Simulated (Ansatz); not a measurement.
**Ge: single-point calculation**

- system: Ge (2 atoms in the cell)
- method: DFT, LDA, plane waves, PAW, no spin polarisation (Ansatz 0.2.0)

The structure was built on a prototype by a generator. The geometry comes from this level: r2SCAN.

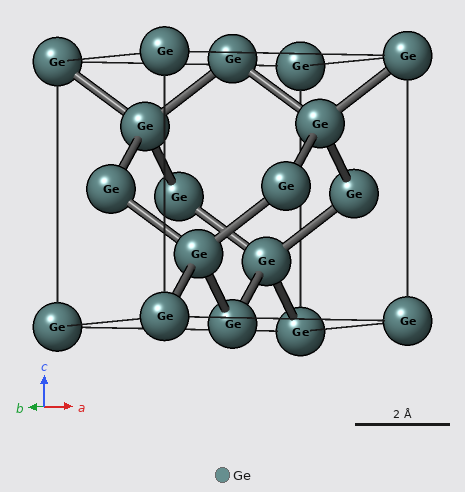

*The input geometry (ball-and-stick view of the cell 4 times as large as that of the calculation, set on its symmetry axes, seen at an oblique angle).*

Near neighbours in the crystal (not all of them lie inside the picture): Ge has 4 Ge at 2.46 Å.

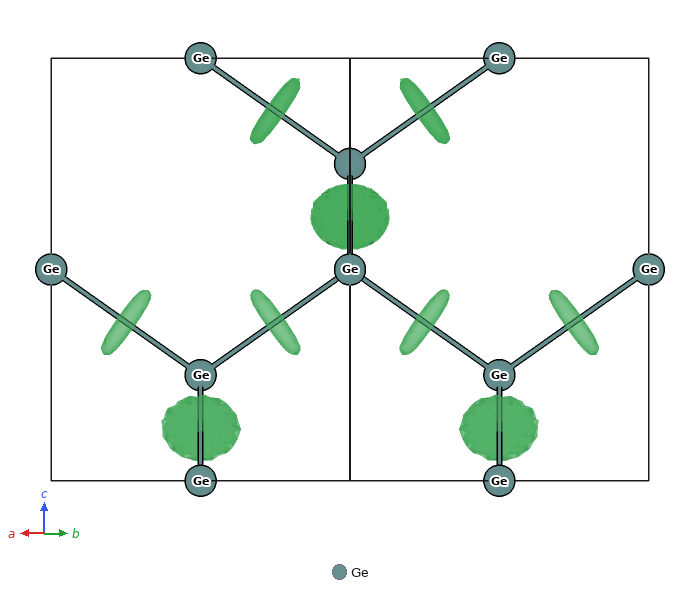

*Isosurface of the ELF at 0.7 (green), seen along [110]. Core shells and regions of very low density are left out. Sticks mark near contacts. The outline is the cell set on symmetry axes.*

Along the contacts the grid gives the following. In a PAW calculation such maps are meaningful between the atoms, not at the nuclei.

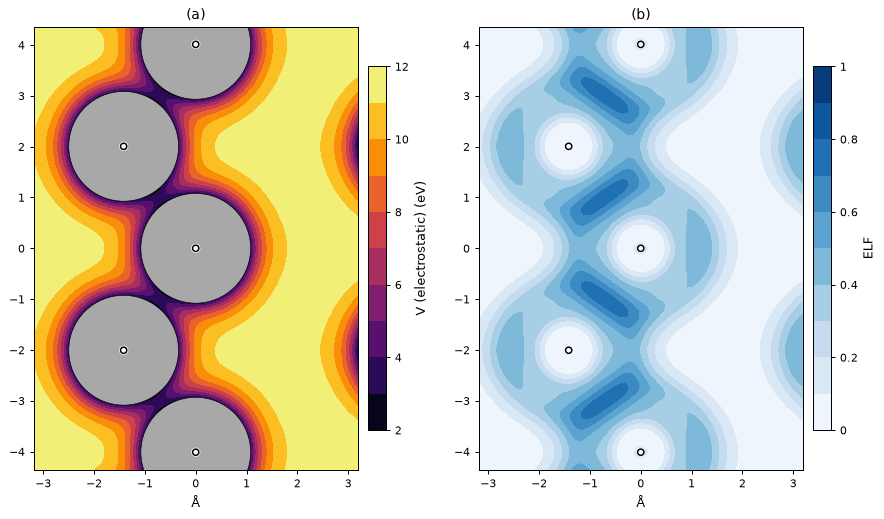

*(a) electrostatic potential energy of an electron; (b) electron localisation function on the (110) plane of the conventional cell. Circles mark the nuclei in the plane (Ge). Grey discs, where drawn, cover atomic cores.*

The section cuts through Ge sites. Ge–Ge (2.46 Å): the ELF peaks at about 0.75 between the atoms, as expected for localised, shared-pair bonding. Outside the cores the potential energy rises away from the atoms and is highest about 2.4 Å from the nearest atoms; outside the discs it spans about 10 eV, and its zero is arbitrary.

These pictures come from the run below.

Input file
```yaml
crystal:
  lattice:
    - [0.0, 2.8368735119, 2.8368735119]
    - [2.8368735119, 0.0, 2.8368735119]
    - [2.8368735119, 2.8368735119, 0.0]
  atoms:
    - { symbol: Ge, position: [0.0, 0.0, 0.0] }
    - { symbol: Ge, position: [0.25, 0.25, 0.25] }
kpoints:
  mp_grid: { grid: [8, 8, 8] }
  band_path:
    path:
      - [0.0, 0.0, 0.0]
      - [0.5, 0.0, 0.5]
      - [0.625, 0.25, 0.625]
      - [0.375, 0.375, 0.75]
      - [0.5, 0.5, 0.5]
      - [0.5, 0.25, 0.75]
    npoints: 1
hamiltonian:
  xc: lda
scf:
  occupations: { method: fermi_dirac, width: 0.02 }
  n_extra_bands: 4
output:
  forces: true
  stress: true
  eigenvalues: true
  write_density: true
  write_potential: true
  elf: true
  volumetric_format: npy
```

Command:
```bash
ansatz run input.yaml --threads 4 --pin off --max-ram 7372MiB --backend cpu --events-out ev --progress --plain --runs-dir out
```

Output
```
scf.n_extra_bands = 4 over 14 filled bands (N_el = 28.0): the run solves 18 bands
Engine: ansatz 0.2.0, aarch64-unknown-linux-gnu
Pseudopotentials: kind: paw
Pseudopotential: Ge, paw, valence charge 14, recommended cutoff 420 eV (normal), Ge.paw.azcp
Functional definition: SPW92
  exchange = slater_x
  correlation = pw_c
Crystal: 2 atoms, lattice volume = 45.661 Å³
Basis set: ecut = 420 eV, 893 PW (Γ)
Bands: 18, of which v1, the nominal top of the filled ones, is band 14 counted from 1 (13 counted from 0)
Symmetry: 48 space group operations
Space group: Fd-3m (ITA 227), of the structure as read, at distance tolerance 3.6e-5 Å
k-points: 29 of 512
Non-local potential: Ge, projectors of the file, l = 0: 2, l = 1: 2, l = 2: 3, l = 3: 1
PAW form: soft (Blöchl's): semilocal exchange-correlation on the pseudo side does not see the compensation charge
PAW frozen core: Ge, regenerated for the run's functional, and the local potential with it (the file was generated under x = pbe(κ = 0.804, μ = 0.2195149727645171), c = pbe(β = 0.06672455060314922))
PAW one-centre angular grid: Ge, 590 points (default); XC on 64 Gauss nodes
Initial density: superposition of atomic densities (neutral atoms: chi_scale 0, normalization atom), corrected by the library's trained network
Initial wavefunctions: pseudopotential atomic-orbital guess
Functional: x = slater, c = lda
SCF iter   1: F=—  HF=-8431.422859 eV  |F-HF|=—  |Δ(HF+E_count)|=         —  Δρ=4.96e-3  dr2=4.60e-3  ethr=1.77e-3  ⟨swp⟩=6.0  Hψ=2416  notcnv=0
preconditioner: auto → none  [insulator: Δε(μ)=0.276 eV  Ē_g=23.427 eV  σ=0.020 eV  W_gap=0.62  n_scr=14 (ndim 8)  ℏωp=29.1 eV  f_vac=0.082  D(μ)=0.27/eV (n_scr^D=0)  ε∞_Penn≈2.5]
SCF iter   2: F=—  HF=-8431.421283 eV  |F-HF|=—  |Δ(HF+E_count)|=   1.58e-3  Δρ=2.49e-3  dr2=1.03e-3  ethr=1.64e-5  ⟨swp⟩=2.0  Hψ=862  notcnv=0
SCF iter   3: F=—  HF=-8431.421211 eV  |F-HF|=—  |Δ(HF+E_count)|=   7.22e-5  Δρ=4.64e-4  dr2=4.97e-5  ethr=3.67e-6  ⟨swp⟩=2.0  Hψ=812  notcnv=0
SCF iter   4: F=—  HF=-8431.421134 eV  |F-HF|=—  |Δ(HF+E_count)|=   7.65e-5  Δρ=1.15e-4  dr2=4.96e-6  ethr=1.77e-7  ⟨swp⟩=2.0  Hψ=887  notcnv=0
SCF iter   5: F=—  HF=-8431.421130 eV  |F-HF|=—  |Δ(HF+E_count)|=   3.83e-6  Δρ=1.67e-5  dr2=8.05e-8  ethr=1.77e-8  ⟨swp⟩=2.0  Hψ=901  notcnv=0
SCF iter   6: F=-8431.421130 eV  HF=-8431.421130 eV  |F-HF|=1.82e-11  |Δ(HF+E_count)|=   9.23e-8  Δρ=9.76e-7  dr2=2.60e-10  ethr=2.87e-10  ⟨swp⟩=7.5  Hψ=3277  notcnv=0
SCF 1 converged in 6 iterations: F = -8431.421130 eV  dr2 = 2.60e-10
  greatest PAW one-centre occupation: 0.998 electrons in one spin orbital (limit 2), on the Ge atom at site 1 (counted from 0), in its partial waves of l = 2
NSCF: frozen V_eff on 6 k-points
SCF converged after 6 iterations
Free energy (F): -8431.421130 eV
Harris-Foulkes:  -8431.421130 eV  (|F-HF|=1.82e-11)
Internal energy: -8431.420813 eV  (E = F + TS)
E sigma→0 (E₀):  -8431.420972 eV
Entropy (-TS):   -0.000318 eV (-0.159 meV/atom)
Fermi energy:    8.142719 eV
--- Per-component energies (eV) ---
  E_band       = -312.497638
  E_kinetic    = 223.820051
  E_local      = -4963.831503  (includes V_loc(G=0)·N_el)
  E_nonlocal   = 843.024618
  E_hartree    = 2174.321767
  E_xc         = -150.470217
  E_vxc        = -130.336389  (∫ρ·V_xc dr)
  E_paw        = -3882.511410  (= ΣΔE_a)
  E_vpaw       = -633.819298  (= ΣTr[D̂ρ^β])
  E_aug_tail   = 0.000762  (compensation charges beyond the density's cutoff)
  E_ewald      = -2679.591534
  E_core_change = 3.816652  (= ΣΔE_core)
  E_smearing   = -0.000318  (= −TS)
  E_closure    = 0.000000  (closes the sum)
  Σ components = -8431.421130   (vs F -8431.421130, Δ=0.00e0)
--- Forces (eV/Å), atoms counted from 1 ---
  atom   1  Ge    -0.00000000    -0.00000000    -0.00000000
  atom   2  Ge     0.00000000    -0.00000000    -0.00000000
  max |Σ_I F_I| component: 3.01e-17 eV/Å
--- Stress (GPa, compression-positive) ---
       -1.829005      -0.000000      -0.000000
        0.000000      -1.829005       0.000000
       -0.000000      -0.000000      -1.829005
  P = ⅓ Tr σ = -1.8290 GPa (-18.290 kbar)
--- Band table (eV; the first three rows and the last of 29) ---
  k-point 0: bands = ["-16.7588", "-16.7588", "-16.7588", "-16.7231", "-16.7231", "-16.5164", "-16.5164", "-16.5164", "-16.5046", "-16.5046", "-4.6029", "7.8853", "8.1514", "8.1514", "8.1514", "10.6739", "10.6739", "10.6739"]
  k-point 1: bands = ["-16.7667", "-16.7667", "-16.7563", "-16.7121", "-16.7121", "-16.5286", "-16.5286", "-16.5193", "-16.4941", "-16.4941", "-4.4144", "5.7053", "7.8199", "7.8199", "9.0267", "11.1164", "11.1164", "11.5361"]
  k-point 2: bands = ["-16.7766", "-16.7766", "-16.7502", "-16.6953", "-16.6953", "-16.5423", "-16.5423", "-16.5264", "-16.4839", "-16.4839", "-3.8680", "3.3838", "7.2783", "7.2783", "8.6634", "11.7423", "11.7423", "13.6055"]
  k-point 28: bands = ["-16.8055", "-16.8055", "-16.6663", "-16.6663", "-16.6187", "-16.6187", "-16.5874", "-16.5874", "-16.4516", "-16.4516", "-0.6640", "-0.6640", "4.2744", "4.2744", "12.3543", "12.3543", "12.7922", "12.7922"]
```

File bands.tsv
```
# k_distance	band_0	band_1	band_2	band_3	band_4	band_5	band_6	band_7	band_8	band_9	band_10	band_11	band_12	band_13	band_14	band_15	band_16	band_17
# fermi_ev = 8.142719
# lock_threshold_ev = 1e-6
# [0, 0, 0] at k_distance = 0.000000
# [0.5, 0, 0.5] at k_distance = 1.107414
# [0.625, 0.25, 0.625] at k_distance = 1.498944
# [0.375, 0.375, 0.75] at k_distance = 2.177093
# [0.5, 0.5, 0.5] at k_distance = 2.855243
# [0.5, 0.25, 0.75] at k_distance = 3.638303
# levels_relative_to = fermi_ev
# free_energy_ev = -8431.421130
# largest_residual_norms_ev = 5.340e-4 5.186e-4 4.955e-4 4.298e-4 4.925e-4 4.444e-4 3.708e-4 4.248e-4 4.379e-4 4.226e-4 5.918e-4 6.340e-4 4.233e-4 4.764e-4 1.074e-3 1.234e-3 2.418e-3 1.238e-3
0.000000	-24.901539	-24.901539	-24.901539	-24.865825	-24.865825	-24.659122	-24.659122	-24.659122	-24.647273	-24.647273	-12.745603	-0.257397	0.008703	0.008703	0.008703	2.531155	2.531155	2.531155
1.107414	-24.934800	-24.934800	-24.850314	-24.850314	-24.753948	-24.753948	-24.697831	-24.697831	-24.606144	-24.606144	-8.901112	-8.901112	-3.034933	-3.034933	0.679968	0.679968	9.337421	9.337421
1.498944	-24.951317	-24.935786	-24.848145	-24.790704	-24.765410	-24.752171	-24.747052	-24.698781	-24.605586	-24.591619	-9.369744	-8.314975	-4.297073	-2.598438	1.083047	3.997634	7.050507	7.286580
2.177093	-24.951317	-24.935786	-24.848145	-24.790704	-24.765410	-24.752171	-24.747052	-24.698781	-24.605586	-24.591619	-9.369744	-8.314975	-4.297073	-2.598438	1.083048	3.997634	7.050507	7.286580
2.855243	-24.925499	-24.925499	-24.884002	-24.824811	-24.824811	-24.693944	-24.693944	-24.679644	-24.619756	-24.619756	-10.681943	-7.598716	-1.381595	-1.381595	0.027161	3.720248	3.720248	6.972302
3.638303	-24.948175	-24.948175	-24.809042	-24.809042	-24.761403	-24.761403	-24.730083	-24.730083	-24.594344	-24.594344	-8.806739	-8.806739	-3.868342	-3.868342	4.211575	4.211575	4.649503	4.649503
```

File rho_z.tsv
```
# z_ang	rho[e/angstrom^3]
# format = ansatz-planar-average/11
# lattice	0.000000000	2.836873512	2.836873512
# lattice	2.836873512	0.000000000	2.836873512
# lattice	2.836873512	2.836873512	0.000000000
# sites	2
# site	32	0.000000000	0.000000000	0.000000000
# site	32	1.418436756	1.418436756	1.418436756
0.000000	1.462607e0
0.148591	1.331549e0
0.297181	1.024054e0
0.445772	8.148286e-1
0.594362	8.470483e-1
0.742953	1.101283e0
0.891543	1.391623e0
1.040134	1.442405e0
1.188724	1.167897e0
1.337315	7.662501e-1
1.485906	4.553957e-1
1.634496	2.822631e-1
1.783087	1.963209e-1
1.931677	1.515230e-1
2.080268	1.258515e-1
2.228858	1.111519e-1
2.377449	1.032561e-1
2.526039	1.009699e-1
2.674630	1.047230e-1
2.823221	1.140581e-1
2.971811	1.310393e-1
3.120402	1.604041e-1
3.268992	2.126070e-1
3.417583	3.150321e-1
3.566173	5.192452e-1
3.714764	8.640639e-1
3.863354	1.259178e0
```

File v_z.tsv
```
# z_ang	v_es[eV]	v_tot[eV]
# format = ansatz-planar-average/11
# xc	lda
# density_cutoff_ev	1680
# datasets	Ge=:simpson_from_first_knot:soft:shift=-2816765
# lattice	0.000000000	2.836873512	2.836873512
# lattice	2.836873512	0.000000000	2.836873512
# lattice	2.836873512	2.836873512	0.000000000
# sites	2
# site	32	0.000000000	0.000000000	0.000000000
# site	32	1.418436756	1.418436756	1.418436756
0.000000	3.894777e-1	-1.080964e1
0.148591	-5.569300e-1	-1.206511e1
0.297181	-1.219262e0	-1.294244e1
0.445772	-1.522960e0	-1.335176e1
0.594362	-1.480348e0	-1.329381e1
0.742953	-1.086667e0	-1.276572e1
0.891543	-3.410041e-1	-1.178023e1
1.040134	6.497388e-1	-1.045868e1
1.188724	1.706308e0	-8.987506e0
1.337315	2.782592e0	-7.416219e0
1.485906	3.949079e0	-5.690393e0
1.634496	5.212604e0	-3.846797e0
1.783087	6.548954e0	-1.967531e0
1.931677	7.882502e0	-1.683605e-1
2.080268	9.027404e0	1.349588e0
2.228858	9.792841e0	2.386620e0
2.377449	1.018096e1	2.935061e0
2.526039	1.028125e1	3.079287e0
2.674630	1.011329e1	2.838133e0
2.823221	9.640643e0	2.176611e0
2.971811	8.771547e0	1.009591e0
3.120402	7.557828e0	-6.010942e-1
3.268992	6.210381e0	-2.435638e0
3.417583	4.888832e0	-4.314287e0
3.566173	3.647443e0	-6.135987e0
3.714764	2.507383e0	-7.822255e0
3.863354	1.442224e0	-9.362964e0
```

Results in brief

| quantity | value |
| --- | --- |
| outcome | converged |
| space group (tolerance 0.01 Å) | Fd-3m (227) |
| electrons treated | 28 |
| free energy | −8431.4211 eV |
| Fermi energy | 8.143 eV |
| band gap | none (metallic) |
| pressure | −1.83 GPa |
| largest force (length of the vector) | under 0.001 eV/Å |
| hardware | 4 threads of Arm Neoverse V1, 24 GiB of memory available, shared host |
| wall time | 0.7 s (CPU time 2 s) |
| peak memory | 0.3 GiB |
